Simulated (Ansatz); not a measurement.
Geometry relaxation of Mo (part 2 of 2)

Continued. System: Mo (Fd-3m, 2 atoms in the cell). Method: DFT, PBE, PAW with Ansatz's default frozen-core files, scalar-relativistic, no spin polarisation (Ansatz 0.2.0); cutoff 420 eV, 13×13×13 k-mesh, Fermi–Dirac smearing of 0.05 eV. The structure was built on a prototype by a generator; it need not be a known phase. Its volume is 1.09 times that of the source entry. It belongs to a series of runs on one base structure; here: diamond relaxed under pressure, PAW files.

Geometry of the input (Å; fractional positions):
```
0.0000  2.5827  2.5827
2.5827  0.0000  2.5827
2.5827  2.5827  0.0000
Mo -0.1250  -0.1250  -0.1250
Mo 0.1250  0.1250  0.1250
```

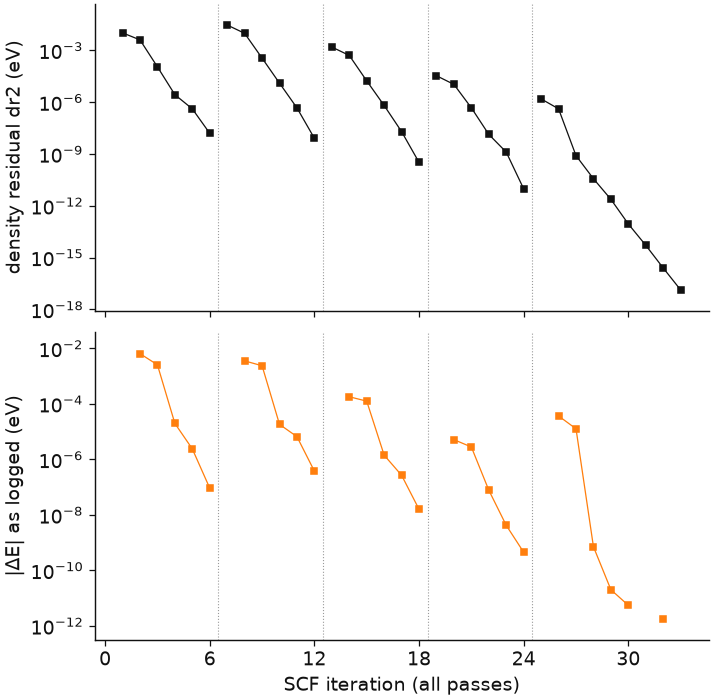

Fig. 1: Convergence of the self-consistent field: density residual dr2 and size of the energy change against the SCF iteration. The dotted lines part the SCF passes of the relaxation: geometry steps, rejected trials and re-solves on a re-selected basis. The 5 passes take 6 to 9 iterations each, 33 in all.

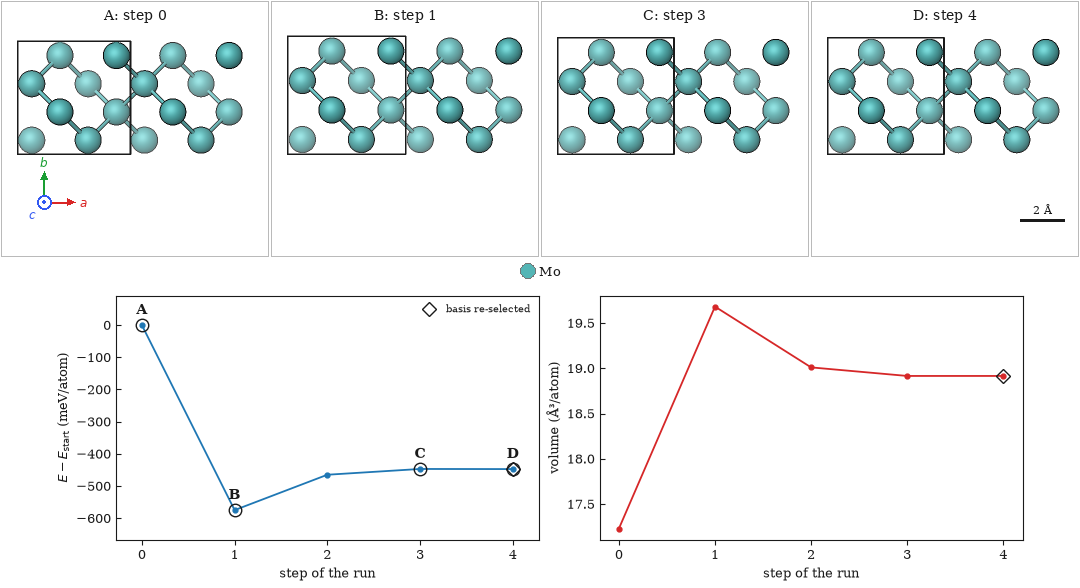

Fig. 2: Frames of the relaxation (ball-and-stick view of the cell 4 times as large as that of the calculation, set on its symmetry axes, repeated 2 × 1 × 1, along the c axis) above the curves, on which the letters mark them (the first geometry is step 0 here and step 1 in the log).

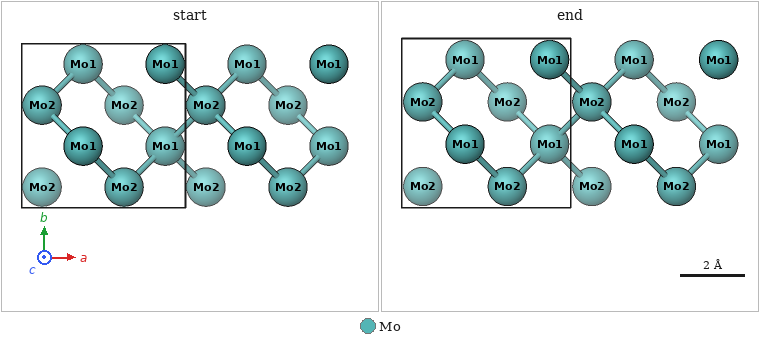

Fig. 3: Before (left) and after (right) the relaxation, at one scale (ball-and-stick view of the cell 4 times as large as that of the calculation, set on its symmetry axes, repeated 2 × 1 × 1, along the c axis). No atom moves by more than 0.005 Å relative to the cell. The volume changes by +9.8 %, with a = b = c 5.165 → 5.329 Å (+3.2 %). Among the contacts that change: Mo1–Mo2 2.237 → 2.307 Å. The space group stays Fd-3m (No. 227). After 3 geometry steps the energy has fallen by 447 meV per atom. All forces vanish by symmetry, so only the cell relaxes. Pressure: 55.80 GPa at the start and 30.97 GPa at the end. A last SCF at the same geometry on a re-selected plane-wave basis shifts the energy by −0.4 meV per atom. (Atoms are counted from 1 in the order of the input.)

```
basis re-selected at this cell: Δ(F+E_penalty+E_count) = -7.265e-4 eV, ΔP = -0.003 GPa vs the last step (what re-selecting the basis moved, of the pressure what is left beyond the Pulay correction that the steps carried, after the strain that the cell walked since its last selection, with what the two solves' SCF thresholds leave and, on support functions, any second-order correction that the steps lacked; it is no measure of the basis error at this ecutwfc). The dense FFT grid was sized anew with the basis: this SCF ran on 27×27×27 points, the steps before it on 25×25×25, so part of this shift can come from that change (see relax.cell in the input reference). This SCF's stress stands 2.56e-2 GPa from its target on what of the cell is left free (relax.cell.stress_tol is 3.00e-2 GPa) and its largest allowed force component is 3.24e-16 eV/Å (relax.f_tol is 5.00e-3 eV/Å): within both
SCF converged after 9 iterations
Free energy (F): -9906.918041 eV
Harris-Foulkes:  -9906.918041 eV  (|F-HF|=0.00e0)
Internal energy: -9906.899107 eV  (E = F + TS)
E sigma→0 (E₀):  -9906.908574 eV
Entropy (-TS):   -0.018934 eV (-9.467 meV/atom)
Fermi energy:    16.385696 eV
--- Per-component energies (eV) ---
  E_band       = -222.674108
  E_kinetic    = 897.626343
  E_local      = -2284.844590  (includes V_loc(G=0)·N_el)
  E_nonlocal   = 298.659748
  E_hartree    = 810.275227
  E_xc         = -367.865060
  E_vxc        = -459.270664  (∫ρ·V_xc dr)
  E_paw        = -6407.730193  (= ΣΔE_a)
  E_vpaw       = -295.395488  (= ΣTr[D̂ρ^β])
  E_aug_tail   = 0.000088  (compensation charges beyond the density's cutoff)
  E_ewald      = -2853.020670
  E_smearing   = -0.018934  (= −TS)
  E_closure    = 0.000000  (closes the sum)
  Σ components = -9906.918041   (vs F -9906.918041, Δ=0.00e0)
--- Forces (eV/Å), atoms counted from 1 ---
  atom   1  Mo    -0.00000000    -0.00000000    -0.00000000
  atom   2  Mo     0.00000000     0.00000000     0.00000000
  max |Σ_I F_I| component: 1.30e-16 eV/Å
--- Stress (GPa, compression-positive) ---
       30.974402      -0.000000      -0.000000
       -0.000000      30.974402      -0.000000
       -0.000000      -0.000000      30.974402
  P = ⅓ Tr σ = 30.9744 GPa (309.744 kbar)
--- Band table (eV; the first three rows and the last of 84) ---
  k-point 0: bands = ["-44.4153", "-43.1179", "-18.9480", "-18.9480", "-18.9480", "-17.1768", "-17.1768", "-17.1768", "10.9527", "13.2549", "13.2549", "14.6967", "14.6967", "14.6967", "17.9100", "17.9100", "17.9100", "21.7599"]
  k-point 1: bands = ["-44.4021", "-43.1329", "-18.9622", "-18.9622", "-18.9480", "-17.1744", "-17.1604", "-17.1604", "11.0802", "13.1936", "13.1936", "14.6815", "14.8158", "14.8158", "17.7168", "17.8731", "17.8731", "21.7414"]
  k-point 2: bands = ["-44.3636", "-43.1764", "-19.0004", "-19.0004", "-18.9487", "-17.1669", "-17.1165", "-17.1165", "11.4410", "13.0898", "13.0898", "14.6585", "15.0442", "15.0442", "17.2133", "17.8200", "17.8200", "21.6798"]
  k-point 83: bands = ["-43.8458", "-43.7291", "-19.4175", "-19.3771", "-18.1518", "-17.9176", "-16.6937", "-16.6571", "12.0707", "12.1398", "14.6572", "15.1104", "15.9834", "16.3765", "16.7805", "16.9361", "20.9992", "21.1257"]
--- Relaxed structure (4 steps of the walk, 4 accepted, 1 SCFs on fresh bases) ---
  F+E_penalty+E_count = -9906.91804143 eV   max|allowed force component| = 3.238e-16 eV/Å   (the final SCF, on the basis selected at the relaxed cell)
  cell:  # Å, volume = 37.8304 Å³
    - [-9.846806456851832e-33, 2.6644259278511275, 2.6644259278511275]
    - [2.6644259278511275, -1.3502735854362257e-33, 2.6644259278511275]
    - [2.6644259278511275, 2.6644259278511275, -4.025343905987516e-33]
  atoms:
    - { symbol: Mo, position: [-0.125, -0.125, -0.125] }
    - { symbol: Mo, position: [0.125, 0.125, 0.125] }
```

### File rho_z.tsv
```
# z_ang	rho[e/angstrom^3]
# format = ansatz-planar-average/11
# lattice	-0.000000000	2.664425928	2.664425928
# lattice	2.664425928	-0.000000000	2.664425928
# lattice	2.664425928	2.664425928	-0.000000000
# sites	2
# site	42	-0.666106482	-0.666106482	-0.666106482
# site	42	0.666106482	0.666106482	0.666106482
0.000000	1.352670e0
0.139558	1.330494e0
0.279116	1.271663e0
0.418674	1.191615e0
0.558232	1.099158e0
0.697790	9.902141e-1
0.837348	8.565231e-1
0.976906	7.012919e-1
1.116464	5.431860e-1
1.256022	4.047985e-1
1.395580	3.012705e-1
1.535139	2.360678e-1
1.674697	2.017583e-1
1.814255	1.875883e-1
1.953813	1.875883e-1
2.093371	2.017583e-1
2.232929	2.360678e-1
2.372487	3.012705e-1
2.512045	4.047985e-1
2.651603	5.431860e-1
2.791161	7.012919e-1
2.930719	8.565231e-1
3.070277	9.902141e-1
3.209835	1.099158e0
3.349393	1.191615e0
3.488951	1.271663e0
3.628509	1.330494e0
```

### Trajectory as extended XYZ (Å, eV, eV/Å), 5 frames, from step=1 to step=5
```
2
Lattice="0.0000 2.5827 2.5827 2.5827 0.0000 2.5827 2.5827 2.5827 0.0000" Properties=species:S:1:pos:R:3:forces:R:3 step=1 energy=-9906.02340 pressure_GPa=55.80
Mo   -0.6457   -0.6457   -0.6457    0.0000   0.0000   0.0000
Mo    0.6457    0.6457    0.6457    0.0000   0.0000   0.0000
2
Lattice="0.0000 2.6999 2.6999 2.6999 0.0000 2.6999 2.6999 2.6999 0.0000" Properties=species:S:1:pos:R:3:forces:R:3 step=2 energy=-9907.17302 pressure_GPa=22.82
Mo   -0.6750   -0.6750   -0.6750    0.0000   0.0000   0.0000
Mo    0.6750    0.6750    0.6750    0.0000   0.0000   0.0000
2
Lattice="0.0000 2.6689 2.6689 2.6689 0.0000 2.6689 2.6689 2.6689 0.0000" Properties=species:S:1:pos:R:3:forces:R:3 step=3 energy=-9906.95320 pressure_GPa=29.88
Mo   -0.6672   -0.6672   -0.6672    0.0000   0.0000   0.0000
Mo    0.6672    0.6672    0.6672    0.0000   0.0000   0.0000
2
Lattice="0.0000 2.6644 2.6644 2.6644 0.0000 2.6644 2.6644 2.6644 0.0000" Properties=species:S:1:pos:R:3:forces:R:3 step=4 energy=-9906.91732 pressure_GPa=30.98
Mo   -0.6661   -0.6661   -0.6661    0.0000   0.0000   0.0000
Mo    0.6661    0.6661    0.6661    0.0000   0.0000   0.0000
2
Lattice="0.0000 2.6644 2.6644 2.6644 0.0000 2.6644 2.6644 2.6644 0.0000" Properties=species:S:1:pos:R:3:forces:R:3 step=5 energy=-9906.91804 pressure_GPa=30.97
Mo   -0.6661   -0.6661   -0.6661    0.0000   0.0000   0.0000
Mo    0.6661    0.6661    0.6661    0.0000   0.0000   0.0000
```

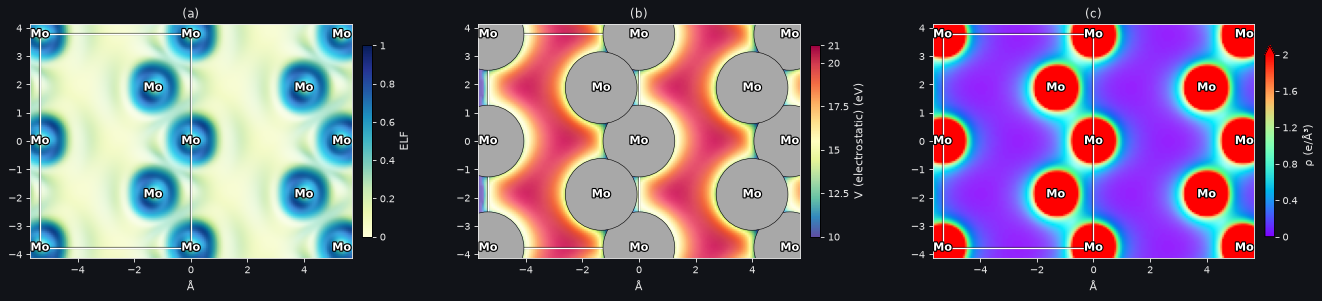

Fig. 4: (a) ELF; (b) electrostatic potential (local pseudopotential plus Hartree) felt by an electron; (c) valence electron density on the (110) plane of the conventional cell. Grey discs, where drawn, cover atomic cores. The section cuts through Mo sites. Mo–Mo (2.31 Å): ρ is about 0.83 e/Å³ halfway; the ELF is about 0.35 at the midpoint, which marks nearly free electrons, as in a simple metal. Away from the nuclei the density in this plane falls to 0.06 e/Å³ at its lowest. The strong features right at Mo lie inside the PAW spheres (semicore, d or f shells) and say nothing about bonding. Outside the cores the potential energy rises away from the atoms and is highest about 2.3 Å from the nearest atoms; outside the discs it spans about 10 eV, and its zero is arbitrary. The fields are those of the smooth PAW valence density.
